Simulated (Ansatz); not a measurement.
## Geometry relaxation, with input and output: AlZn$_{17}$O$_{18}$ (part 2 of 4)

The same run, continued: AlZn$_{17}$O$_{18}$ (defect cell, 36 atoms in the cell); DFT PBE, scalar-relativistic, plane waves, PAW, spin-polarised (Ansatz 0.2.0); cutoff 420 eV, 2×2×2 k-mesh, Gaussian smearing of 0.02 eV, collinear spins. The structure derives from a Materials Project entry. It belongs to a series of runs on one base structure; here: Al_Zn, charge +0, atoms relaxed at the host's cell.

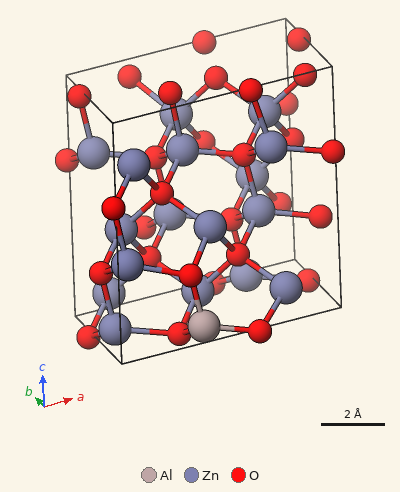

**Figure 1.** The geometry at step 6 of the log (ball-and-stick view of the cell of the calculation, seen slightly off an axis).

Output, continued:
```
--- Forces (eV/Å), atoms counted from 1 ---
  atom   1  Al    -0.00000000    -0.00000000    -0.01057888
  atom   2  Zn    -0.00015111    -0.00097979    -0.00290672
  atom   3  Zn    -0.00077297     0.00062075    -0.00290672
  atom   4  Zn     0.00077297     0.00062075    -0.00290672
  atom   5  Zn     0.00015111    -0.00097979    -0.00290672
  atom   6  Zn    -0.00092407     0.00035903    -0.00290672
  atom   7  Zn     0.00000000     0.00000000     0.00937789
  atom   8  Zn     0.00000000     0.00000000     0.00274193
  atom   9  Zn     0.00092407     0.00035903    -0.00290672
  atom  10  Zn    -0.00058597     0.00033831     0.00678634
  atom  11  Zn    -0.00816312    -0.00471298     0.00087013
  atom  12  Zn     0.00058597     0.00033831     0.00678634
  atom  13  Zn     0.00000000     0.00942596     0.00087013
  atom  14  Zn     0.00000000     0.00159946    -0.00209723
  atom  15  Zn     0.00000000    -0.00067662     0.00678634
  atom  16  Zn     0.00138517    -0.00079973    -0.00209723
  atom  17  Zn     0.00816312    -0.00471298     0.00087013
  atom  18  Zn    -0.00138517    -0.00079973    -0.00209723
  atom  19  O     -0.00000000    -0.00000000    -0.00297374
  atom  20  O     -0.00254232     0.00480810    -0.00146675
  atom  21  O      0.00543510    -0.00020234    -0.00146675
  atom  22  O     -0.00543510    -0.00020234    -0.00146675
  atom  23  O      0.00254232     0.00480810    -0.00146675
  atom  24  O      0.00289278    -0.00460577    -0.00146675
  atom  25  O     -0.00000000    -0.00000000    -0.00858188
  atom  26  O      0.00000000     0.00000000     0.00167000
  atom  27  O     -0.00289278    -0.00460577    -0.00146675
  atom  28  O      0.00726124    -0.00419228     0.00421452
  atom  29  O      0.00539952     0.00311741     0.00305298
  atom  30  O     -0.00726124    -0.00419228     0.00421452
  atom  31  O     -0.00000000    -0.00623483     0.00305298
  atom  32  O      0.00000000     0.00463440    -0.00129808
  atom  33  O      0.00000000     0.00838456     0.00421452
  atom  34  O      0.00401351    -0.00231720    -0.00129808
  atom  35  O     -0.00539952     0.00311741     0.00305298
  atom  36  O     -0.00401351    -0.00231720    -0.00129808
  max |Σ_I F_I| component: 5.18e-7 eV/Å
--- Band table (eV) ---
  k-point 0 ↑: bands = ["-11.3773", "-10.9376", "-10.8527", "-10.8527", "-10.7618", "-10.6215", "-10.6215", "-10.5919", "-10.5394", "-10.5030", "-10.5030", "-10.4030", "-10.4030", "-10.3790", "-10.3432", "-10.3194", "-10.3194", "-10.3165", "0.5309", "0.7464", "0.7812", "0.7812", "0.8205", "0.8205", "0.8486", "0.8629", "0.8629", "0.9713", "1.0590", "1.1205", "1.1205", "1.1415", "1.1415", "1.1598", "1.1747", "1.1747", "1.2471", "1.2478", "1.2478", "1.2650",
      "1.2930", "1.3144", "1.3144", "1.3710", "1.3710", "1.4058", "1.4100", "1.4100", "1.4250", "1.4516", "1.4516", "1.5000", "1.5000", "1.5084", "1.5221", "1.5221", "1.5305", "1.5946", "1.5946", "1.6437", "1.6602", "1.6717", "1.6717", "1.7447", "1.7453", "1.7453", "1.8357", "1.8357", "1.8844", "1.9430", "1.9430", "1.9554", "2.0978", "2.0978", "2.1197", "2.1277", "2.1277", "2.1706", "2.1844", "2.1844",
      "2.2184", "2.2200", "2.2211", "2.2211", "2.2534", "2.2534", "2.2770", "2.2770", "2.2937", "2.3190", "2.3190", "2.3510", "2.3510", "2.3696", "2.3696", "2.3809", "2.3844", "2.4393", "2.4393", "2.4604", "2.5181", "2.5181", "2.5336", "2.6405", "2.7835", "2.7835", "2.9514", "2.9587", "2.9587", "3.1178", "3.1305", "3.1502", "3.1502", "3.3371", "3.3497", "3.3497", "3.4358", "3.4358", "3.4811", "3.6498",
      "3.6623", "3.6623", "4.1188", "4.1188", "4.2651", "4.4683", "4.5156", "4.5156", "4.6854", "4.6854", "4.8355", "4.8579", "4.8579", "4.9069", "5.0292", "5.0292", "5.1463", "5.1583", "5.1583", "5.2924", "5.3211", "5.4569", "5.4569", "5.5246", "5.5246", "5.5425", "5.5852", "5.7877", "5.7877", "5.8147", "5.8411", "5.8411", "5.9949", "5.9949", "6.0007", "6.4285", "6.4285", "8.3994", "10.6535", "10.6535",
      "10.7362", "11.1379", "11.3266", "11.3266", "11.4624", "12.0786", "12.0786", "12.2066", "13.5715", "13.5715", "13.6388", "13.9087", "14.0411", "14.0411", "14.2041", "14.2041", "14.2667", "14.4325", "14.4325", "14.5501", "14.5501", "14.6622", "14.9923", "14.9923", "14.9924", "15.2219", "15.2558", "15.2558", "15.2923", "15.3783", "15.3783", "15.6626", "16.0583", "16.0734"]
  k-point 1 ↑: bands = ["-11.3635", "-10.9449", "-10.8775", "-10.8606", "-10.7483", "-10.6653", "-10.6186", "-10.5927", "-10.5195", "-10.4738", "-10.4669", "-10.4078", "-10.4073", "-10.3813", "-10.3753", "-10.3368", "-10.3070", "-10.2976", "0.5606", "0.8246", "0.8594", "0.8630", "0.8681", "0.8938", "0.8978", "0.9212", "0.9506", "0.9667", "0.9708", "1.0173", "1.0227", "1.0308", "1.0882", "1.1689", "1.1869", "1.2007", "1.2138", "1.2422", "1.2445", "1.2571",
      "1.2888", "1.3002", "1.3071", "1.3326", "1.3393", "1.3525", "1.3539", "1.4023", "1.4089", "1.4332", "1.4380", "1.4398", "1.4661", "1.5069", "1.5131", "1.5270", "1.5300", "1.5613", "1.5949", "1.6163", "1.6337", "1.6634", "1.6648", "1.6731", "1.7067", "1.7502", "1.8141", "1.8187", "1.8335", "1.8841", "1.9005", "1.9814", "2.0800", "2.1146", "2.1245", "2.1456", "2.1642", "2.1765", "2.1947", "2.2056",
      "2.2249", "2.2257", "2.2429", "2.2494", "2.2634", "2.2832", "2.2873", "2.2905", "2.3059", "2.3243", "2.3318", "2.3487", "2.3656", "2.3729", "2.3776", "2.4163", "2.4301", "2.4624", "2.4644", "2.4705", "2.4924", "2.5117", "2.5753", "2.5949", "2.7172", "2.8121", "2.8223", "2.9303", "2.9634", "3.0050", "3.0684", "3.1043", "3.1897", "3.2961", "3.3651", "3.3882", "3.5368", "3.7657", "3.7686", "3.9694",
      "4.0297", "4.0856", "4.1508", "4.2709", "4.3350", "4.3356", "4.4189", "4.4377", "4.5107", "4.5936", "4.6921", "4.7383", "4.7964", "4.8821", "4.9460", "4.9932", "5.1074", "5.1871", "5.2625", "5.2892", "5.3471", "5.3576", "5.3969", "5.4386", "5.5057", "5.5236", "5.5587", "5.5985", "5.7450", "5.7493", "5.8030", "5.8242", "5.8595", "5.9288", "6.0585", "6.2875", "6.3477", "8.8030", "10.1328", "10.5461",
      "10.6087", "11.0994", "11.8804", "12.1255", "12.1791", "12.4224", "12.4457", "12.5869", "12.8418", "12.9037", "12.9342", "12.9440", "13.1532", "13.9385", "13.9883", "14.2500", "14.3913", "14.4036", "14.5818", "14.6239", "14.7258", "14.7648", "14.9393", "14.9950", "15.0323", "15.1122", "15.1177", "15.5512", "15.8342", "15.9967", "16.0050", "16.3367", "16.4288", "16.6360"]
  k-point 0 ↓: bands = ["-11.3613", "-10.9204", "-10.8366", "-10.8366", "-10.7451", "-10.6036", "-10.6036", "-10.5740", "-10.5215", "-10.4855", "-10.4855", "-10.3848", "-10.3848", "-10.3618", "-10.3257", "-10.3016", "-10.3016", "-10.2988", "0.5440", "0.7578", "0.7932", "0.7932", "0.8327", "0.8327", "0.8609", "0.8746", "0.8746", "0.9849", "1.0658", "1.1276", "1.1276", "1.1496", "1.1496", "1.1696", "1.1821", "1.1821", "1.2543", "1.2543", "1.2566", "1.2726",
      "1.2994", "1.3222", "1.3222", "1.3770", "1.3770", "1.4116", "1.4165", "1.4165", "1.4316", "1.4582", "1.4582", "1.5062", "1.5062", "1.5141", "1.5282", "1.5282", "1.5366", "1.6020", "1.6020", "1.6519", "1.6658", "1.6789", "1.6789", "1.7512", "1.7523", "1.7523", "1.8422", "1.8422", "1.8909", "1.9491", "1.9491", "1.9614", "2.1024", "2.1024", "2.1246", "2.1315", "2.1315", "2.1735", "2.1876", "2.1876",
      "2.2212", "2.2235", "2.2244", "2.2244", "2.2563", "2.2563", "2.2800", "2.2800", "2.2961", "2.3218", "2.3218", "2.3540", "2.3540", "2.3724", "2.3724", "2.3835", "2.3884", "2.4421", "2.4421", "2.4643", "2.5223", "2.5223", "2.5379", "2.6474", "2.7930", "2.7930", "2.9585", "2.9677", "2.9677", "3.1272", "3.1381", "3.1617", "3.1617", "3.3478", "3.3611", "3.3611", "3.4475", "3.4475", "3.4912", "3.6605",
      "3.6736", "3.6736", "4.1314", "4.1314", "4.2769", "4.4806", "4.5304", "4.5304", "4.7005", "4.7005", "4.8516", "4.8708", "4.8708", "4.9188", "5.0414", "5.0414", "5.1577", "5.1743", "5.1743", "5.3084", "5.3326", "5.4713", "5.4713", "5.5367", "5.5367", "5.5566", "5.6011", "5.7987", "5.7987", "5.8255", "5.8566", "5.8566", "6.0110", "6.0110", "6.0170", "6.4445", "6.4445", "8.4321", "10.6910", "10.6910",
      "10.7738", "11.1671", "11.3638", "11.3638", "11.4977", "12.1157", "12.1157", "12.2438", "13.6072", "13.6072", "13.6747", "13.9376", "14.0729", "14.0729", "14.2494", "14.2494", "14.3003", "14.4709", "14.4709", "14.5966", "14.5966", "14.6972", "15.0259", "15.0259", "15.0276", "15.2555", "15.2891", "15.2891", "15.3255", "15.4136", "15.4136", "15.6934", "16.0891", "16.1017"]
  k-point 1 ↓: bands = ["-11.3476", "-10.9277", "-10.8609", "-10.8443", "-10.7317", "-10.6478", "-10.6010", "-10.5750", "-10.5017", "-10.4559", "-10.4489", "-10.3903", "-10.3896", "-10.3635", "-10.3575", "-10.3192", "-10.2893", "-10.2798", "0.5739", "0.8357", "0.8698", "0.8752", "0.8799", "0.9049", "0.9089", "0.9334", "0.9616", "0.9780", "0.9815", "1.0271", "1.0327", "1.0414", "1.0976", "1.1782", "1.1941", "1.2084", "1.2235", "1.2488", "1.2508", "1.2653",
      "1.2948", "1.3071", "1.3142", "1.3398", "1.3466", "1.3604", "1.3608", "1.4086", "1.4156", "1.4409", "1.4460", "1.4465", "1.4730", "1.5134", "1.5209", "1.5329", "1.5368", "1.5672", "1.6012", "1.6232", "1.6397", "1.6698", "1.6708", "1.6794", "1.7127", "1.7563", "1.8207", "1.8241", "1.8392", "1.8897", "1.9064", "1.9871", "2.0835", "2.1181", "2.1279", "2.1489", "2.1673", "2.1802", "2.1977", "2.2087",
      "2.2278", "2.2288", "2.2459", "2.2523", "2.2664", "2.2861", "2.2904", "2.2932", "2.3086", "2.3270", "2.3349", "2.3514", "2.3693", "2.3758", "2.3804", "2.4191", "2.4331", "2.4657", "2.4676", "2.4731", "2.4964", "2.5152", "2.5791", "2.6000", "2.7234", "2.8192", "2.8317", "2.9385", "2.9720", "3.0143", "3.0768", "3.1141", "3.1985", "3.3058", "3.3753", "3.3979", "3.5496", "3.7768", "3.7820", "3.9821",
      "4.0431", "4.0995", "4.1649", "4.2845", "4.3481", "4.3499", "4.4316", "4.4526", "4.5240", "4.6097", "4.7067", "4.7516", "4.8123", "4.8970", "4.9612", "5.0085", "5.1211", "5.2008", "5.2749", "5.3028", "5.3599", "5.3730", "5.4119", "5.4533", "5.5179", "5.5356", "5.5706", "5.6139", "5.7607", "5.7639", "5.8174", "5.8401", "5.8711", "5.9406", "6.0740", "6.2975", "6.3638", "8.8399", "10.1679", "10.5837",
      "10.6453", "11.1321", "11.9152", "12.1605", "12.2151", "12.4592", "12.4800", "12.6172", "12.8803", "12.9422", "12.9709", "12.9850", "13.1899", "13.9827", "14.0339", "14.2918", "14.4323", "14.4438", "14.6200", "14.6570", "14.7554", "14.7959", "14.9707", "15.0267", "15.0644", "15.1438", "15.1465", "15.5825", "15.8666", "16.0314", "16.0384", "16.3717", "16.4639", "16.6679"]
--- Relaxed structure (6 steps of the walk, 6 accepted, 0 SCFs on fresh bases) ---
  F+E_penalty+E_count = -67184.48818355 eV   max|allowed force component| = 1.058e-2 eV/Å
  atoms:
    - { symbol: Al, position: [0.3885669762567133, 0.05523364292338001, 0.05523364292338004] }
    - { symbol: Zn, position: [0.053773409157977486, 0.3884805331299312, 0.05576809904133587] }
    - { symbol: Zn, position: [0.3891014323746691, 0.7204400758246441, 0.38848053312993114] }
    - { symbol: Zn, position: [0.3891014323746691, 0.3884805331299312, 0.7204400758246441] }
    - { symbol: Zn, position: [0.0537734091579775, 0.05576809904133581, 0.3884805331299312] }
    - { symbol: Zn, position: [0.7218138664632646, 0.7204400758246442, 0.05576809904133606] }
    - { symbol: Zn, position: [0.72270296180584, 0.3893696284725068, 0.3893696284725067] }
    - { symbol: Zn, position: [0.05399126555776346, 0.7206579322244302, 0.7206579322244301] }
    - { symbol: Zn, position: [0.7218138664632645, 0.055768099041335784, 0.7204400758246441] }
    - { symbol: Zn, position: [0.4451884076599269, 0.4432926505820487, 0.1118550743265935] }
    - { symbol: Zn, position: [0.11135673597320583, 0.7780234026398726, 0.11232715358483608] }
    - { symbol: Zn, position: [0.445188407659927, 0.1118550743265935, 0.44329265058204864] }
    - { symbol: Zn, position: [0.4456604869181695, 0.7780234026398726, 0.7780234026398725] }
    - { symbol: Zn, position: [0.1105982426327572, 0.44414641260311494, 0.444146412603115] }
    - { symbol: Zn, position: [0.776625983915382, 0.11185507432659347, 0.11185507432659353] }
    - { symbol: Zn, position: [0.7774797459364483, 0.7772649092994239, 0.44414641260311505] }
    - { symbol: Zn, position: [0.11135673597320583, 0.11232715358483614, 0.7780234026398725] }
    - { symbol: Zn, position: [0.7774797459364484, 0.44414641260311516, 0.7772649092994239] }
    - { symbol: O, position: [0.27430487404958676, 0.9409715407162536, 0.9409715407162536] }
    - { symbol: O, position: [0.9285767727045988, 0.26082750057667914, 0.9296591637502072] }
    - { symbol: O, position: [0.2629924970835404, 0.5952434393712656, 0.26082750057667914] }
    - { symbol: O, position: [0.26299249708354033, 0.2608275005766791, 0.5952434393712656] }
    - { symbol: O, position: [0.9285767727045988, 0.9296591637502071, 0.26082750057667903] }
    - { symbol: O, position: [0.5941608339100124, 0.5952434393712656, 0.9296591637502072] }
    - { symbol: O, position: [0.5957216578861411, 0.2623883245528078, 0.2623883245528078] }
    - { symbol: O, position: [0.9285540925303474, 0.5952207591970141, 0.5952207591970141] }
    - { symbol: O, position: [0.5941608339100122, 0.929659163750207, 0.5952434393712656] }
    - { symbol: O, position: [0.32409368522574306, 0.293659793400998, 0.9907603518924099] }
    - { symbol: O, position: [0.9861602251649644, 0.6528268918316311, 0.9847869935975675] }
    - { symbol: O, position: [0.3240936852257432, 0.9907603518924099, 0.2936597934009982] }
    - { symbol: O, position: [0.31812032693090087, 0.6528268918316312, 0.6528268918316312] }
    - { symbol: O, position: [0.9856100468113729, 0.31731403399766245, 0.31731403399766245] }
    - { symbol: O, position: [0.6269931267343314, 0.99076035189241, 0.9907603518924099] }
    - { symbol: O, position: [0.6506473673309958, 0.6522767134780394, 0.31731403399766245] }
    - { symbol: O, position: [0.9861602251649646, 0.9847869935975676, 0.6528268918316313] }
    - { symbol: O, position: [0.6506473673309957, 0.31731403399766256, 0.6522767134780394] }
--- Löwdin populations: 36 sites ---
  site symbol       q [e]    m [muB]
     0     Al      1.9436     0.0121
     1     Zn     10.6092     0.0159
     2     Zn     10.6092     0.0159
     3     Zn     10.6092     0.0159
     4     Zn     10.6092     0.0159
     5     Zn     10.6092     0.0159
     6     Zn     10.6076     0.0126
     7     Zn     10.6156     0.0178
     8     Zn     10.6092     0.0159
     9     Zn     10.6020     0.0141
    10     Zn     10.6035     0.0164
    11     Zn     10.6020     0.0141
    12     Zn     10.6035     0.0164
    13     Zn     10.6076     0.0133
    14     Zn     10.6020     0.0141
    15     Zn     10.6076     0.0133
    16     Zn     10.6035     0.0164
    17     Zn     10.6076     0.0133
    18      O      7.0885     0.0103
    19      O      7.2457     0.0112
    20      O      7.2457     0.0112
    21      O      7.2457     0.0112
    22      O      7.2457     0.0112
    23      O      7.2457     0.0112
    24      O      7.2451     0.0108
    25      O      7.2492     0.0113
    26      O      7.2457     0.0112
    27      O      7.0849     0.0096
    28      O      7.2374     0.0117
    29      O      7.0849     0.0096
    30      O      7.2374     0.0117
    31      O      7.2485     0.0115
    32      O      7.0849     0.0096
    33      O      7.2485     0.0115
    34      O      7.2374     0.0117
    35      O      7.2485     0.0115
  spilling = 0.009428 (of n_electrons = 315.000000)
```
